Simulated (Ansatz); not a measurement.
**Geometry relaxation, with input and output: TiO2 (part 1 of 2)**

The run: geometry relaxation of TiO2 (I4₁/amd, 6 atoms in the cell). Method and program: DFT PBE, scalar-relativistic, plane waves, PAW, no spin polarisation (Ansatz 0.2.0).

The structure derives from a Materials Project entry. Figures and captions count atoms from 1; the log counts them from 0 in places.

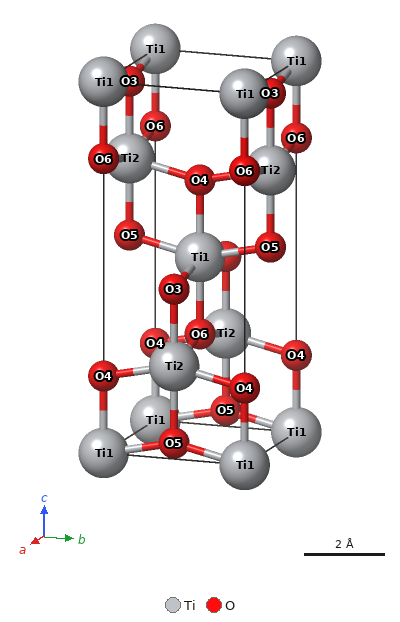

**Figure 1.** The structure as given in the input (ball-and-stick view of the cell 2 times as large as that of the calculation, set on its symmetry axes, seen slightly off an axis; atoms are numbered from 1 in the order of the input). An atom can appear more than once, as a periodic image. Near neighbours in the periodic cell (some may lie outside the picture): Ti has 6 O at 1.94 to 1.99 Å; O has 3 Ti at 1.94 to 1.99 Å.

## Summary

```tsv
quantity	value
outcome	converged
space group (tolerance 0.01 Å)	I4₁/amd (141)
electrons treated	48
free energy	−7277.4999 eV
Fermi energy	8.032 eV
gap on the k-point mesh	2.14 eV
pressure	0.01 GPa
final volume	69.99 Å³
largest force (length of the vector) at the end	0.001 eV/Å
final cell	a = 5.543 Å, b = 5.543 Å, c = 5.543 Å, α = 139.92°, β = 139.92°, γ = 57.98°
hardware	8 threads of Arm Neoverse V1, 24 GiB of memory available, shared host
wall time	14 s (CPU time 1.7 min)
peak memory	0.6 GiB
```

## Input file
```yaml
crystal:
  lattice:
    - [-1.89126984, 1.89126984, 4.80751079]
    - [1.89126984, -1.89126984, 4.80751079]
    - [1.89126984, 1.89126984, -4.80751079]
  atoms:
    - { symbol: Ti, position: [0.0, 0.0, 0.0] }
    - { symbol: Ti, position: [0.75, 0.25, 0.5] }
    - { symbol: O, position: [0.95715212, 0.45715212, 0.5] }
    - { symbol: O, position: [0.20715212, 0.20715212, 0.0] }
    - { symbol: O, position: [0.54284788, 0.04284788, 0.5] }
    - { symbol: O, position: [0.79284788, 0.79284788, 0.0] }
basis:
  ecutwfc: 420
kpoints:
  mp_grid: { grid: [10, 10, 10] }
hamiltonian:
  xc: pbe
scf:
  occupations: { method: gaussian, width: 0.02 }
output:
  forces: true
  stress: true
  eigenvalues: true
  write_density: true
  write_potential: true
  elf: true
  volumetric_format: npy
relax:
  adjacent_minimum: "off"
  f_tol: 0.005
  max_steps: 80
  cell: { stress_tol: 0.05 }
```

Launch command:
```bash
ansatz run input.yaml --threads 8 --pin off --max-ram 20480MiB --backend cpu --events-out ev --progress --plain --runs-dir out
```

## The program's output
```
Engine: ansatz 0.2.0, aarch64-unknown-linux-gnu
Pseudopotentials: kind: paw
Pseudopotential: Ti, paw, valence charge 12, recommended cutoff 420 eV (normal), Ti.paw.azcp
Pseudopotential: O, paw, valence charge 6, recommended cutoff 420 eV (normal), O.paw.azcp
Functional definition: PBE
  parameter kappa = 0.804
  parameter beta = 0.06672455060314922
  exchange = pbe_x(kappa = kappa, mu = beta*pi^2/3)
  correlation = pbe_c(beta = beta)
Crystal: 6 atoms, lattice volume = 68.784 Å³
Basis set: ecut = 420 eV, 1333 PW (Γ), exchange–correlation on 80×80×80 points (8 copies of the dense FFT grid, shifted against one another)
Bands: 30, of which v1, the nominal top of the filled ones, is band 24 counted from 1 (23 counted from 0)
Symmetry: 16 space group operations
Space group: I41/amd (ITA 141), of the structure as read, at distance tolerance 4.1e-5 Å
k-points: 102 of 1000
Non-local potential: Ti, projectors of the file, l = 0: 3, l = 1: 2, l = 2: 3, l = 3: 1
Non-local potential: O, projectors of the file, l = 0: 2, l = 1: 2, l = 2: 1
PAW form: soft (Blöchl's): semilocal exchange-correlation on the pseudo side does not see the compensation charge
PAW one-centre angular grid: Ti, 590 points (default); XC on 64 Gauss nodes
PAW one-centre angular grid: O, 110 points (default); XC on 64 Gauss nodes
Initial density: superposition of atomic densities (neutral atoms: chi_scale 0, normalization atom), corrected by the library's trained network
Initial wavefunctions: pseudopotential atomic-orbital guess
Functional: x = pbe(κ = 0.804, μ = 0.2195149727645171), c = pbe(β = 0.06672455060314922)
SCF iter   1: F=—  HF=-7277.486002 eV  |F-HF|=—  |Δ(HF+E_count)|=         —  Δρ=3.38e-3  dr2=2.68e-3  ethr=1.77e-3  ⟨swp⟩=5.5  Hψ=12749  notcnv=0
preconditioner: auto → none  [insulator: Δε(μ)=2.163 eV  Ē_g=9.617 eV  σ=0.020 eV  W_gap=1.00  n_scr=14 (ndim 8)  ℏωp=25.3 eV  f_vac=0.104  D(μ)=0.00/eV (n_scr^D=0)  ε∞_Penn≈7.9]
SCF iter   2: F=—  HF=-7277.487641 eV  |F-HF|=—  |Δ(HF+E_count)|=   1.64e-3  Δρ=2.31e-3  dr2=2.44e-3  ethr=5.57e-6  ⟨swp⟩=2.7  Hψ=6424  notcnv=0  defer=171
SCF iter   3: F=—  HF=-7277.487704 eV  |F-HF|=—  |Δ(HF+E_count)|=   6.27e-5  Δρ=1.48e-3  dr2=9.96e-4  ethr=5.07e-6  ⟨swp⟩=2.0  Hψ=4893  notcnv=0  defer=171
SCF iter   4: F=—  HF=-7277.487843 eV  |F-HF|=—  |Δ(HF+E_count)|=   1.39e-4  Δρ=6.12e-4  dr2=1.54e-4  ethr=2.07e-6  ⟨swp⟩=2.0  Hψ=3503  notcnv=0  defer=171
SCF iter   5: F=—  HF=-7277.487892 eV  |F-HF|=—  |Δ(HF+E_count)|=   4.91e-5  Δρ=1.24e-4  dr2=6.22e-6  ethr=3.22e-7  ⟨swp⟩=2.0  Hψ=3807  notcnv=0  defer=171
SCF iter   6: F=—  HF=-7277.487809 eV  |F-HF|=—  |Δ(HF+E_count)|=   8.30e-5  Δρ=1.27e-5  dr2=2.96e-8  ethr=2.08e-10  ⟨swp⟩=10.0  Hψ=22527  notcnv=0
SCF iter   7: F=-7277.487809 eV  HF=-7277.487809 eV  |F-HF|=1.10e-9  |Δ(HF+E_count)|=   7.18e-8  Δρ=1.78e-6  dr2=7.27e-10  ethr=6.16e-11  ⟨swp⟩=5.9  Hψ=17677  notcnv=0
SCF 1 converged in 7 iterations: F = -7277.487809 eV  dr2 = 7.27e-10
  greatest PAW one-centre occupation: 0.999 electrons in one spin orbital (limit 2), on the Ti atom at site 1 (counted from 0), in its partial waves of l = 0
relax step   1: F+E_penalty+E_count = -7277.48780930 eV  Δ(F+E_penalty+E_count) = +0.000e0 eV  max|allowed force component| = 4.808e-2 eV/Å  Δτ_max = 0.0000 Å  P = +3.414 GPa  Ω = 68.784 Å³  (7 SCF iters, dr2 threshold 1.00e-7 eV, accepted)
Crystal: 6 atoms, lattice volume = 69.576 Å³
Basis set: ecut = 420 eV, 1349 PW (Γ), exchange–correlation on 80×80×80 points (8 copies of the dense FFT grid, shifted against one another)
Initial density: handed on by an earlier stage of this run
Initial wavefunctions: those handed on with the density
iter 1 solved again at ethr=6.20e-6 eV; its pass at ethr=3.10e-3 eV (dr2=2.98e-3 eV) is discarded
SCF iter   1: F=—  HF=-7277.495650 eV  |F-HF|=—  |Δ(HF+E_count)|=         —  Δρ=1.97e-3  dr2=2.39e-3  ethr=6.20e-6  ⟨swp⟩=2.0  Hψ=16989  notcnv=0
preconditioner: auto → Resta (q_TF=auto, 2.565 Å⁻¹)  ε∞=8.0  [insulator: Δε(μ)=2.124 eV  Ē_g=9.520 eV  σ=0.020 eV  W_gap=1.00  n_scr=22 (ndim 8)  ℏωp=25.2 eV  f_vac=0.108  D(μ)=0.00/eV (n_scr^D=0)  ε∞_Penn≈8.0]
SCF iter   2: F=—  HF=-7277.495201 eV  |F-HF|=—  |Δ(HF+E_count)|=   4.49e-4  Δρ=9.45e-4  dr2=7.74e-4  ethr=4.99e-6  ⟨swp⟩=2.0  Hψ=5300  notcnv=0
SCF iter   3: F=—  HF=-7277.495101 eV  |F-HF|=—  |Δ(HF+E_count)|=   1.00e-4  Δρ=4.20e-4  dr2=1.91e-4  ethr=1.61e-6  ⟨swp⟩=2.0  Hψ=4867  notcnv=0
SCF iter   4: F=—  HF=-7277.494996 eV  |F-HF|=—  |Δ(HF+E_count)|=   1.04e-4  Δρ=1.72e-4  dr2=4.23e-5  ethr=3.99e-7  ⟨swp⟩=2.1  Hψ=4698  notcnv=0
SCF iter   5: F=—  HF=-7277.495005 eV  |F-HF|=—  |Δ(HF+E_count)|=   8.79e-6  Δρ=3.97e-5  dr2=1.99e-6  ethr=8.81e-8  ⟨swp⟩=2.0  Hψ=4298  notcnv=0
SCF iter   6: F=-7277.495008 eV  HF=-7277.495008 eV  |F-HF|=1.03e-7  |Δ(HF+E_count)|=   2.67e-6  Δρ=8.49e-6  dr2=6.20e-8  ethr=1.25e-9  ⟨swp⟩=10.0  Hψ=22174  notcnv=0
SCF 2 converged in 6 iterations: F = -7277.495008 eV  dr2 = 6.20e-8
relax step   2: F+E_penalty+E_count = -7277.49500789 eV  Δ(F+E_penalty+E_count) = -7.199e-3 eV  max|allowed force component| = 8.111e-3 eV/Å  Δτ_max = 0.0029 Å  P = +0.983 GPa  Ω = 69.576 Å³  energy of the carried Pulay correction = -3.334e-3 eV  (6 SCF iters, dr2 threshold 6.00e-7 eV, accepted)
Crystal: 6 atoms, lattice volume = 69.917 Å³
Basis set: ecut = 420 eV, 1365 PW (Γ), exchange–correlation on 80×80×80 points (8 copies of the dense FFT grid, shifted against one another)
iter 1 solved again at ethr=1.04e-6 eV; its pass at ethr=3.10e-3 eV (dr2=4.99e-4 eV) is discarded
SCF iter   1: F=—  HF=-7277.494811 eV  |F-HF|=—  |Δ(HF+E_count)|=         —  Δρ=7.99e-4  dr2=3.97e-4  ethr=1.04e-6  ⟨swp⟩=2.0  Hψ=16950  notcnv=0
preconditioner: auto → Resta (q_TF=auto, 2.563 Å⁻¹)  ε∞=8.0  [insulator: Δε(μ)=2.127 eV  Ē_g=9.495 eV  σ=0.020 eV  W_gap=1.00  n_scr=22 (ndim 8)  ℏωp=25.1 eV  f_vac=0.108  D(μ)=0.00/eV (n_scr^D=0)  ε∞_Penn≈8.0]
SCF iter   2: F=—  HF=-7277.494647 eV  |F-HF|=—  |Δ(HF+E_count)|=   1.64e-4  Δρ=3.94e-4  dr2=1.30e-4  ethr=8.27e-7  ⟨swp⟩=2.0  Hψ=4692  notcnv=0
SCF iter   3: F=—  HF=-7277.494632 eV  |F-HF|=—  |Δ(HF+E_count)|=   1.53e-5  Δρ=1.76e-4  dr2=3.22e-5  ethr=2.71e-7  ⟨swp⟩=2.0  Hψ=3827  notcnv=0
SCF iter   4: F=—  HF=-7277.494632 eV  |F-HF|=—  |Δ(HF+E_count)|=   2.37e-7  Δρ=7.06e-5  dr2=6.83e-6  ethr=6.70e-8  ⟨swp⟩=2.0  Hψ=4695  notcnv=0
SCF iter   5: F=-7277.494634 eV  HF=-7277.494634 eV  |F-HF|=4.09e-7  |Δ(HF+E_count)|=   2.01e-6  Δρ=1.65e-5  dr2=3.23e-7  ethr=1.25e-9  ⟨swp⟩=7.1  Hψ=20357  notcnv=0
SCF 3 converged in 5 iterations: F = -7277.494634 eV  dr2 = 3.23e-7
relax step   3: F+E_penalty+E_count = -7277.49463415 eV  Δ(F+E_penalty+E_count) = +3.737e-4 eV  max|allowed force component| = 2.581e-3 eV/Å  Δτ_max = 0.0019 Å  P = +0.010 GPa  Ω = 69.917 Å³  energy of the carried Pulay correction = -4.754e-3 eV  (5 SCF iters, dr2 threshold 6.00e-7 eV, accepted)
Initial wavefunctions: pseudopotential atomic-orbital guess (no wavefunctions were taken with the density)
iter 1 solved again at ethr=1.48e-8 eV; its pass at ethr=3.10e-3 eV (dr2=7.11e-6 eV) is discarded
SCF iter   1: F=—  HF=-7277.499718 eV  |F-HF|=—  |Δ(HF+E_count)|=         —  Δρ=2.02e-4  dr2=3.16e-6  ethr=1.48e-8  ⟨swp⟩=3.1  Hψ=20994  notcnv=0
preconditioner: auto → Resta (q_TF=auto, 2.563 Å⁻¹)  ε∞=8.0  [insulator: Δε(μ)=2.132 eV  Ē_g=9.499 eV  σ=0.020 eV  W_gap=1.00  n_scr=22 (ndim 8)  ℏωp=25.1 eV  f_vac=0.107  D(μ)=0.00/eV (n_scr^D=0)  ε∞_Penn≈8.0]
SCF iter   2: F=—  HF=-7277.499809 eV  |F-HF|=—  |Δ(HF+E_count)|=   9.18e-5  Δρ=1.03e-4  dr2=1.57e-6  ethr=6.59e-9  ⟨swp⟩=2.0  Hψ=4692  notcnv=0
SCF iter   3: F=—  HF=-7277.499861 eV  |F-HF|=—  |Δ(HF+E_count)|=   5.21e-5  Δρ=4.98e-5  dr2=4.51e-7  ethr=3.28e-9  ⟨swp⟩=2.0  Hψ=4147  notcnv=0
SCF iter   4: F=—  HF=-7277.499874 eV  |F-HF|=—  |Δ(HF+E_count)|=   1.21e-5  Δρ=5.99e-6  dr2=4.58e-8  ethr=9.39e-10  ⟨swp⟩=2.1  Hψ=4230  notcnv=0
SCF iter   5: F=—  HF=-7277.499874 eV  |F-HF|=—  |Δ(HF+E_count)|=   2.24e-8  Δρ=2.48e-6  dr2=6.83e-9  ethr=9.55e-11  ⟨swp⟩=2.0  Hψ=4198  notcnv=0
SCF iter   6: F=—  HF=-7277.499874 eV  |F-HF|=—  |Δ(HF+E_count)|=   2.05e-8  Δρ=4.36e-7  dr2=9.75e-11  ethr=1.42e-11  ⟨swp⟩=2.0  Hψ=4664  notcnv=0
SCF iter   7: F=-7277.499874 eV  HF=-7277.499874 eV  |F-HF|=1.82e-12  |Δ(HF+E_count)|=  1.71e-10  Δρ=5.03e-8  dr2=1.44e-12  ethr=1.00e-12  ⟨swp⟩=6.0  Hψ=13325  notcnv=0
SCF 4 converged in 7 iterations: F = -7277.499874 eV  dr2 = 1.44e-12
relax step   4: F+E_penalty+E_count = -7277.49987363 eV  Δ(F+E_penalty+E_count) = -5.239e-3 eV  max|allowed force component| = 2.495e-3 eV/Å  Δτ_max = 0.0000 Å  P = +0.149 GPa  Ω = 69.917 Å³  stress off target by 2.09e-1 GPa  SCF on the basis re-selected at this cell (its energy is not comparable with the rows above)  (7 SCF iters)
basis re-selected at this cell: Δ(F+E_penalty+E_count) = -5.239e-3 eV, ΔP = +0.139 GPa vs the last step (what re-selecting the basis moved, of the pressure what is left beyond the Pulay correction that the steps carried, after the strain that the cell walked since its last selection, with what the two solves' SCF thresholds leave and, on support functions, any second-order correction that the steps lacked; it is no measure of the basis error at this ecutwfc). This SCF's stress stands 2.09e-1 GPa from its target on what of the cell is left free (relax.cell.stress_tol is 5.00e-2 GPa) and its largest allowed force component is 2.49e-3 eV/Å (relax.f_tol is 5.00e-3 eV/Å): not within both, so this SCF does not close the relaxation
Crystal: 6 atoms, lattice volume = 69.988 Å³
iter 1 solved again at ethr=3.85e-8 eV; its pass at ethr=3.10e-3 eV (dr2=1.85e-5 eV) is discarded
SCF iter   1: F=—  HF=-7277.499730 eV  |F-HF|=—  |Δ(HF+E_count)|=         —  Δρ=1.77e-4  dr2=1.31e-5  ethr=3.85e-8  ⟨swp⟩=2.9  Hψ=17244  notcnv=0
preconditioner: auto → Resta (q_TF=auto, 2.562 Å⁻¹)  ε∞=8.0  [insulator: Δε(μ)=2.134 eV  Ē_g=9.494 eV  σ=0.020 eV  W_gap=1.00  n_scr=22 (ndim 8)  ℏωp=25.1 eV  f_vac=0.108  D(μ)=0.00/eV (n_scr^D=0)  ε∞_Penn≈8.0]
SCF iter   2: F=—  HF=-7277.499632 eV  |F-HF|=—  |Δ(HF+E_count)|=   9.81e-5  Δρ=1.01e-4  dr2=4.23e-6  ethr=2.72e-8  ⟨swp⟩=2.0  Hψ=4427  notcnv=0
SCF iter   3: F=—  HF=-7277.499632 eV  |F-HF|=—  |Δ(HF+E_count)|=   4.48e-7  Δρ=5.62e-5  dr2=1.56e-6  ethr=8.82e-9  ⟨swp⟩=2.1  Hψ=4052  notcnv=0
SCF iter   4: F=-7277.499633 eV  HF=-7277.499633 eV  |F-HF|=6.39e-8  |Δ(HF+E_count)|=   4.50e-7  Δρ=1.04e-5  dr2=6.66e-8  ethr=2.28e-10  ⟨swp⟩=6.9  Hψ=19813  notcnv=0
SCF 5 converged in 4 iterations: F = -7277.499633 eV  dr2 = 6.66e-8
relax step   5: F+E_penalty+E_count = -7277.49963271 eV  Δ(F+E_penalty+E_count) = +2.409e-4 eV  max|allowed force component| = 1.192e-3 eV/Å  Δτ_max = 0.0017 Å  P = +0.006 GPa  Ω = 69.988 Å³  energy of the carried Pulay correction = -3.049e-4 eV  (4 SCF iters, dr2 threshold 1.09e-7 eV, accepted)
iter 1 solved again at ethr=6.14e-9 eV; its pass at ethr=3.10e-3 eV (dr2=2.95e-6 eV) is discarded
SCF iter   1: F=—  HF=-7277.499899 eV  |F-HF|=—  |Δ(HF+E_count)|=         —  Δρ=7.33e-5  dr2=1.60e-7  ethr=6.14e-9  ⟨swp⟩=3.6  Hψ=22116  notcnv=0
preconditioner: auto → Resta (q_TF=auto, 2.562 Å⁻¹)  ε∞=8.0  [insulator: Δε(μ)=2.135 eV  Ē_g=9.495 eV  σ=0.020 eV  W_gap=1.00  n_scr=22 (ndim 8)  ℏωp=25.1 eV  f_vac=0.107  D(μ)=0.00/eV (n_scr^D=0)  ε∞_Penn≈8.0]
SCF iter   2: F=—  HF=-7277.499860 eV  |F-HF|=—  |Δ(HF+E_count)|=   3.86e-5  Δρ=3.74e-5  dr2=7.00e-8  ethr=3.33e-10  ⟨swp⟩=2.7  Hψ=5581  notcnv=0
SCF iter   3: F=—  HF=-7277.499879 eV  |F-HF|=—  |Δ(HF+E_count)|=   1.87e-5  Δρ=1.37e-5  dr2=3.04e-8  ethr=1.46e-10  ⟨swp⟩=2.0  Hψ=4261  notcnv=0
SCF iter   4: F=—  HF=-7277.499881 eV  |F-HF|=—  |Δ(HF+E_count)|=   2.33e-6  Δρ=2.46e-6  dr2=2.73e-9  ethr=6.34e-11  ⟨swp⟩=2.0  Hψ=4069  notcnv=0
SCF iter   5: F=—  HF=-7277.499881 eV  |F-HF|=—  |Δ(HF+E_count)|=   4.53e-8  Δρ=8.00e-7  dr2=3.35e-10  ethr=5.69e-12  ⟨swp⟩=2.0  Hψ=4103  notcnv=0
SCF iter   6: F=-7277.499881 eV  HF=-7277.499881 eV  |F-HF|=2.55e-11  |Δ(HF+E_count)|=   6.73e-9  Δρ=1.71e-7  dr2=1.37e-11  ethr=1.00e-12  ⟨swp⟩=4.3  Hψ=14454  notcnv=0
SCF 6 converged in 6 iterations: F = -7277.499881 eV  dr2 = 1.37e-11
relax step   6: F+E_penalty+E_count = -7277.49988148 eV  Δ(F+E_penalty+E_count) = -2.488e-4 eV  max|allowed force component| = 1.210e-3 eV/Å  Δτ_max = 0.0000 Å  P = +0.010 GPa  Ω = 69.988 Å³  stress off target by 4.27e-2 GPa  SCF on the basis re-selected at this cell (its energy is not comparable with the rows above)  (6 SCF iters)
```

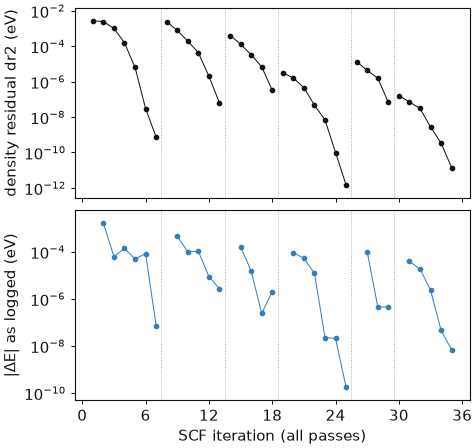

**Figure 2.** Convergence of the self-consistent field: density residual dr2 and size of the energy change against the SCF iteration. The dotted lines part the SCF passes of the relaxation: geometry steps, rejected trials and re-solves on a re-selected basis. The 6 passes take 4 to 7 iterations each, 35 in all.

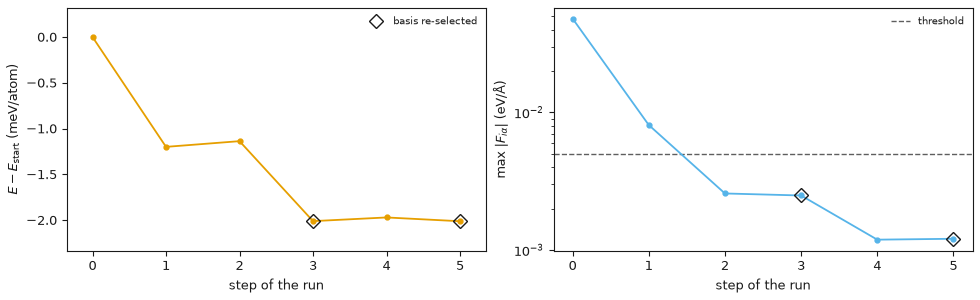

**Figure 3.** Progress of the relaxation, step by step (the first geometry is step 0 here and step 1 in the log).
